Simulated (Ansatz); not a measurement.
# Band-structure calculation of MgO

MgO (P4/mmm, 2 atoms in the cell), computed with DFT PBE, scalar-relativistic, plane waves, PAW, no spin polarisation (Ansatz 0.2.0).

The structure was made by a generator, so it may or may not be a known phase.

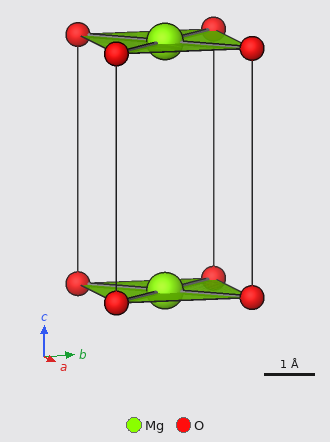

Fig. 1: The input geometry (polyhedral view of the cell of the calculation, seen slightly off an axis; polyhedra are completed across the faces of the cell).

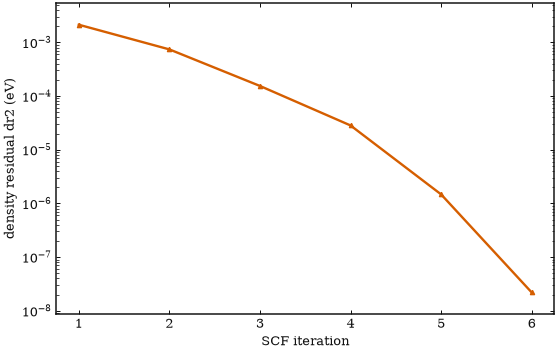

Fig. 2: Convergence of the self-consistent field: density residual dr2 against the SCF iteration. The residual falls at every step.

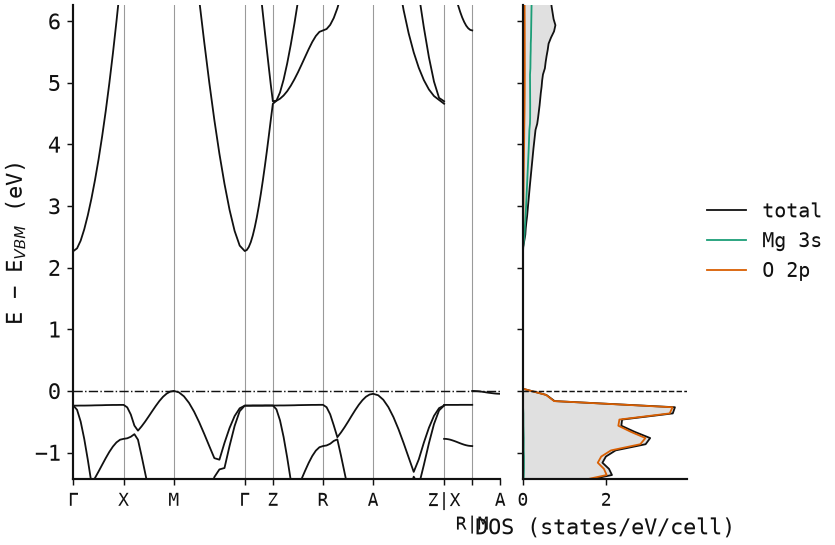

Fig. 3: Band structure along Γ–X–M–Γ–Z–R–A–Z|X–R|M–A and density of states (projected on Löwdin-orthogonalised atomic shells), with energies from the valence-band top. There is a gap of 2.27 eV on this path, indirect, from M to Γ.

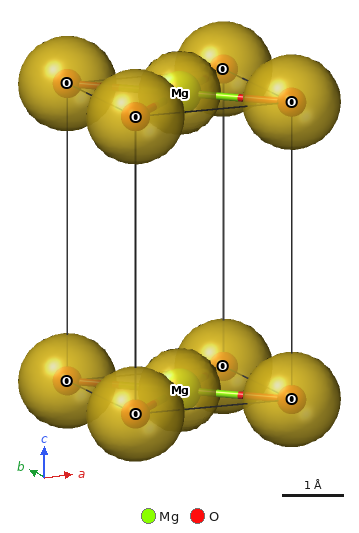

Fig. 4: Isosurface of the valence pseudo-density at 0.8 e/Å³ (yellow), seen slightly off an axis. Sticks mark near contacts. The outline is the cell set on symmetry axes. At this value the density breaks into separate islands; it holds about 80 % of the electrons treated as valence (semicore included). It is pinched off along the Mg–O (2.00 Å) contacts. On the grid the lowest density along these lines, outside the cores, is 0.36 e/Å³ (Mg–O, 2.00 Å). The fields are those of the smooth PAW valence density.

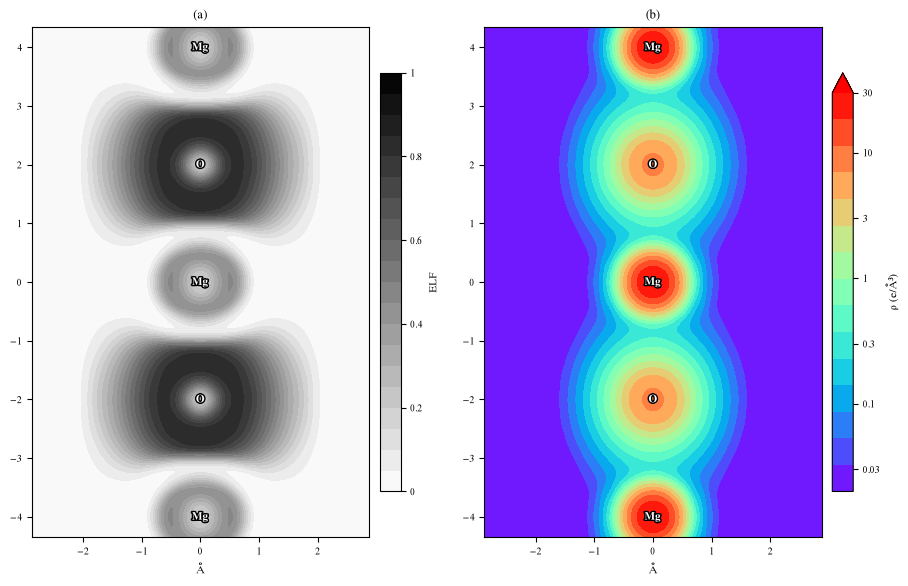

Fig. 5: (a) ELF; (b) valence pseudo-density on the (11̄0) plane of the conventional cell. The section cuts through Mg and O sites. Mg–O (2.00 Å): the density is about 0.43 e/Å³ at the midpoint; the ELF is about 0.35 at the midpoint. The density dies away to nearly zero in the voids.

The input that produced these results follows, with the program's output.

## Input
```yaml
crystal:
  lattice:
    - [2.8288609874, 0.0, 0.0]
    - [0.0, 2.8288609874, 0.0]
    - [0.0, 0.0, 5.0497063795]
  atoms:
    - { symbol: Mg, position: [0.5, 0.5, 0.0] }
    - { symbol: O, position: [0.0, 0.0, 0.0] }
basis:
  ecutwfc: 420
kpoints:
  mp_grid: { grid: [10, 10, 6] }
  band_path:
    path:
      - [[0.0, 0.0, 0.0], [0.0, 0.5, 0.0], [0.5, 0.5, 0.0], [0.0, 0.0, 0.0], [0.0, 0.0, 0.5], [0.0, 0.5, 0.5], [0.5, 0.5, 0.5], [0.0, 0.0, 0.5]]
      - [[0.0, 0.5, 0.0], [0.0, 0.5, 0.5]]
      - [[0.5, 0.5, 0.0], [0.5, 0.5, 0.5]]
    npoints: 14
hamiltonian:
  xc: pbe
scf:
  occupations: { method: gaussian, width: 0.02 }
  n_extra_bands: 6
output:
  forces: true
  stress: true
  eigenvalues: true
  populations: true
  dos: { projected: true, de: 0.02, nscf_kmesh: { grid: [15, 15, 9] } }
  bader: true
  write_density: true
  write_potential: true
  elf: true
  volumetric_format: npy
```

Command:
```bash
ansatz run input.yaml --threads 1 --pin off --max-ram 2048MiB --backend cpu --events-out ev --progress --plain --runs-dir out
```

## What the program printed
```
scf.n_extra_bands = 6 over 8 filled bands (N_el = 16.0): the run solves 14 bands
Engine: ansatz 0.2.0, aarch64-unknown-linux-gnu
Pseudopotentials: kind: paw
Pseudopotential: Mg, paw, valence charge 10, recommended cutoff 420 eV (normal), Mg.paw.azcp
Pseudopotential: O, paw, valence charge 6, recommended cutoff 420 eV (normal), O.paw.azcp
Functional definition: PBE
  parameter kappa = 0.804
  parameter beta = 0.06672455060314922
  exchange = pbe_x(kappa = kappa, mu = beta*pi^2/3)
  correlation = pbe_c(beta = beta)
Crystal: 2 atoms, lattice volume = 40.410 Å³
Basis set: ecut = 420 eV, 805 PW (Γ), exchange–correlation on 40×40×72 points (8 copies of the dense FFT grid, shifted against one another)
Bands: 14, of which v1, the nominal top of the filled ones, is band 8 counted from 1 (7 counted from 0)
Symmetry: 16 space group operations
Space group: P4/mmm (ITA 123), of the structure as read, at distance tolerance 3.4e-5 Å
k-points: 84 of 600
Non-local potential: Mg, projectors of the file, l = 0: 3, l = 1: 2, l = 2: 1
Non-local potential: O, projectors of the file, l = 0: 2, l = 1: 2, l = 2: 1
PAW form: soft (Blöchl's): semilocal exchange-correlation on the pseudo side does not see the compensation charge
PAW one-centre angular grid: Mg, 110 points (default); XC on 64 Gauss nodes
PAW one-centre angular grid: O, 110 points (default); XC on 64 Gauss nodes
Initial density: superposition of atomic densities (neutral atoms: chi_scale 0, normalization atom), corrected by the library's trained network
Initial wavefunctions: pseudopotential atomic-orbital guess
Functional: x = pbe(κ = 0.804, μ = 0.2195149727645171), c = pbe(β = 0.06672455060314922)
SCF iter   1: F=—  HF=-2493.337942 eV  |F-HF|=—  |Δ(HF+E_count)|=         —  Δρ=2.82e-3  dr2=2.13e-3  ethr=1.77e-3  ⟨swp⟩=6.1  Hψ=6748  notcnv=0
preconditioner: auto → none  [insulator: Δε(μ)=2.210 eV  Ē_g=16.266 eV  σ=0.020 eV  W_gap=1.00  n_scr=6 (ndim 8)  ℏωp=16.5 eV  f_vac=0.412  D(μ)=0.00/eV (n_scr^D=0)  ε∞_Penn≈2.0]
SCF iter   2: F=—  HF=-2493.339604 eV  |F-HF|=—  |Δ(HF+E_count)|=   1.66e-3  Δρ=1.65e-3  dr2=7.39e-4  ethr=1.33e-5  ⟨swp⟩=2.1  Hψ=2510  notcnv=0  defer=140
SCF iter   3: F=—  HF=-2493.339935 eV  |F-HF|=—  |Δ(HF+E_count)|=   3.31e-4  Δρ=7.28e-4  dr2=1.54e-4  ethr=4.62e-6  ⟨swp⟩=2.0  Hψ=1669  notcnv=0  defer=140
SCF iter   4: F=—  HF=-2493.340198 eV  |F-HF|=—  |Δ(HF+E_count)|=   2.63e-4  Δρ=3.14e-4  dr2=2.83e-5  ethr=9.63e-7  ⟨swp⟩=2.1  Hψ=1635  notcnv=0  defer=140
SCF iter   5: F=—  HF=-2493.340196 eV  |F-HF|=—  |Δ(HF+E_count)|=   1.66e-6  Δρ=6.80e-5  dr2=1.47e-6  ethr=1.77e-7  ⟨swp⟩=2.0  Hψ=1616  notcnv=0  defer=140
SCF iter   6: F=-2493.340200 eV  HF=-2493.340200 eV  |F-HF|=4.28e-8  |Δ(HF+E_count)|=   4.17e-6  Δρ=7.75e-6  dr2=2.19e-8  ethr=6.25e-10  ⟨swp⟩=11.4  Hψ=8374  notcnv=0
SCF 1 converged in 6 iterations: F = -2493.340200 eV  dr2 = 2.19e-8
  greatest PAW one-centre occupation: 1.000 electrons in one spin orbital (limit 2), on the Mg atom at site 0 (counted from 0), in its partial waves of l = 1
NSCF: frozen V_eff on 129 k-points
NSCF: frozen V_eff on 180 k-points
SCF converged after 6 iterations
Free energy (F): -2493.340200 eV
Harris-Foulkes:  -2493.340200 eV  (|F-HF|=4.28e-8)
Internal energy: -2493.340200 eV  (E = F + TS)
E sigma→0 (E₀):  -2493.340200 eV
Fermi energy:    2.320371 eV
--- Per-component energies (eV) ---
  E_band       = -403.389518
  E_kinetic    = 253.386217
  E_local      = -2816.288175  (includes V_loc(G=0)·N_el)
  E_nonlocal   = 142.978817
  E_hartree    = 1106.147365
  E_xc         = -104.114928
  E_vxc        = -133.264269  (∫ρ·V_xc dr)
  E_paw        = -449.976048  (= ΣΔE_a)
  E_vpaw       = -62.498047  (= ΣTr[D̂ρ^β])
  E_aug_tail   = 0.002456  (compensation charges beyond the density's cutoff)
  E_ewald      = -625.475904
  E_smearing   = -0.000000  (= −TS)
  E_closure    = -0.000000  (closes the sum)
  Σ components = -2493.340200   (vs F -2493.340200, Δ=0.00e0)
--- Forces (eV/Å), atoms counted from 1 ---
  atom   1  Mg     0.00000000     0.00000000     0.00000000
  atom   2  O     -0.00000000    -0.00000000     0.00000000
  max |Σ_I F_I| component: 3.16e-30 eV/Å
--- Stress (GPa, compression-positive) ---
        0.009901       0.000000       0.000000
        0.000000       0.009901       0.000000
        0.000000       0.000000       0.046487
  P = ⅓ Tr σ = 0.0221 GPa (0.221 kbar)
--- Band table (eV; the first three rows and the last of 84) ---
  k-point 0: bands = ["-71.4794", "-38.3816", "-38.1352", "-38.1352", "-15.1005", "-0.5670", "0.9465", "0.9465", "3.4555", "9.6300", "10.8900", "13.4838", "21.0482", "21.0482"]
  k-point 1: bands = ["-71.4794", "-38.3816", "-38.1352", "-38.1352", "-15.0994", "-0.6675", "0.9472", "0.9472", "3.7949", "8.6181", "11.9718", "13.5045", "20.0074", "20.4706"]
  k-point 2: bands = ["-71.4794", "-38.3816", "-38.1352", "-38.1352", "-15.0973", "-0.8455", "0.9479", "0.9479", "4.6732", "7.2170", "13.5467", "13.6182", "17.6171", "20.0170"]
  k-point 83: bands = ["-71.4679", "-38.3689", "-38.1967", "-38.1967", "-13.9851", "-1.5314", "-1.5314", "1.1387", "10.3481", "11.3276", "11.3276", "11.5258", "15.1112", "15.4679"]
--- Löwdin populations: 2 sites ---
  site symbol       q [e]
     0     Mg      8.3917
     1      O      7.4344
  spilling = 0.010865 (of n_electrons = 16.000000)
--- Bader charges: 2 sites ---
  site symbol  charge [e]  shift [e]
     0     Mg      1.7078     0.0051
     1      O     -1.7077     0.0051
  estimated error of the sums over rays = 1.4e-4 e
```

## File bader_charges.tsv
```
# site	symbol	x_ang	y_ang	z_ang	partial_charge_e	electrons	volume_ang3	relative_density_drop	shared_charge_e	partial_wave_shift_e
# quadrature_error_electrons = 1.4e-4
0	Mg	1.4144	1.4144	0.0000	1.70775	10.29225	6.40	-	1.70775	0.00507
1	O	0.0000	0.0000	0.0000	-1.70775	9.70775	24.32	-	-1.70775	0.00507
```

## Results in brief

| quantity | value |
| --- | --- |
| outcome | converged |
| space group (tolerance 0.01 Å) | P4/mmm (123) |
| electrons treated | 16 |
| free energy | −2493.3402 eV |
| Fermi energy | 2.320 eV |
| gap on the k-point mesh | 2.27 eV |
| gap on the band path | 2.27 eV |
| pressure | 0.02 GPa |
| largest force (length of the vector) | under 0.001 eV/Å |
| hardware | 1 thread of Arm Neoverse V1, 24 GiB of memory available, shared host |
| wall time | 15 s |
| peak memory | 0.32 GiB |
